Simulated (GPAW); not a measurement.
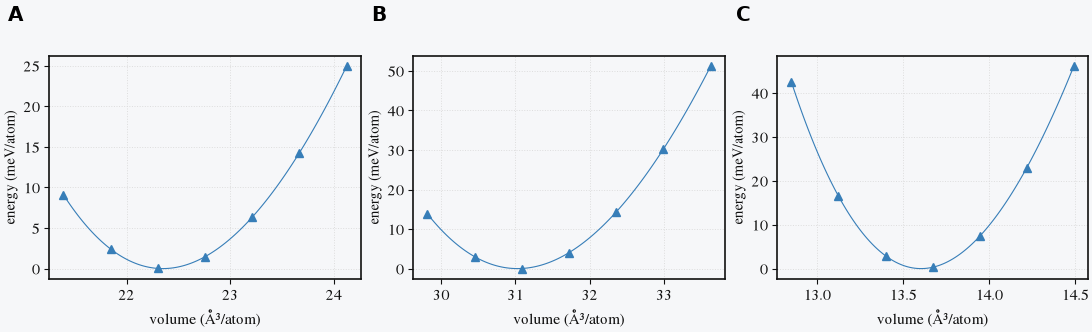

Each panel shows the energy against volume for one of these solids: MoS₂, P-3m1 (No. 164); Rh, Fm-3m (No. 225); ZnSe, F-43m (No. 216).

Computed with GPAW 26.7.0: PAW DFT in plane waves, on a grid or in atomic orbitals, no spin polarisation; energies at scaled volumes of the given cell, shape and fractions fixed, counted from the fit's minimum, third-order Birch-Murnaghan fit. Level: PBEsol.

Match the panels to the solids.

A is ZnSe (energy from 0.02 meV/atom to 24.93 meV/atom, V0 22.35 Å³/atom, B0 65.4 GPa); B is MoS₂ (energy from 0.03 meV/atom to 51.17 meV/atom, V0 31.03 Å³/atom, B0 87.2 GPa); C is Rh (energy from 0.30 meV/atom to 46.09 meV/atom, V0 13.6 Å³/atom, B0 290 GPa).

For MoS₂, limits of the calculation: shape and atomic fractions are frozen while scaling, which makes layered, chain and framework solids too stiff.
